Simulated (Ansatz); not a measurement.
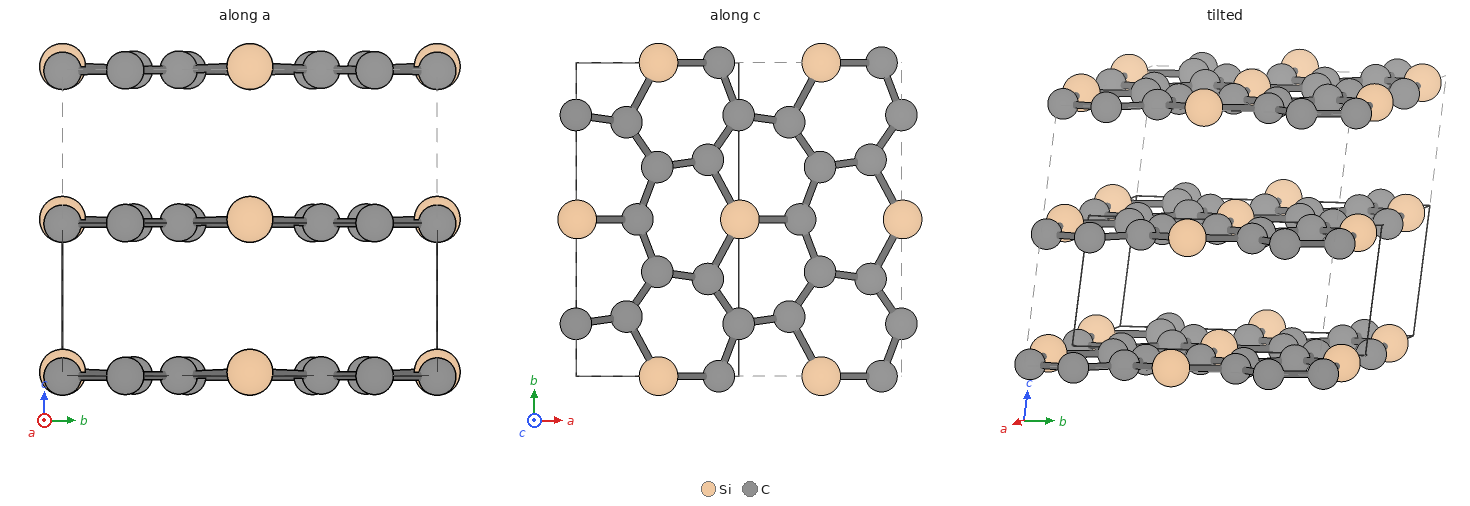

Ball-and-stick representation of a periodic structure, projected along the a axis, along the c axis and slightly off an axis. The structure is repeated 2×1×2 times; solid lines mark one conventional unit cell.

Caption:

- Its composition is SiC₅.
- The structure has Cm (No. 8) symmetry and a base-centred monoclinic lattice.
- With Z = 2, the cell contains 2 Si, 10 C.
- The Si atoms are each bonded to three C in a trigonal planar arrangement. C takes three kinds of site: 4b with three C in a trigonal planar arrangement; 2a with two C and one Si; 4b with two C and one Si.
- The bonds build SiC5 layers parallel to (001).

The starting point was a structure listed in the Materials Project, with elements exchanged, so it need not be a known form of the compound. Atoms and cell were optimised with DFT PBE+D3(BJ), scalar-relativistic, plane waves, PAW in Ansatz 0.2.0.
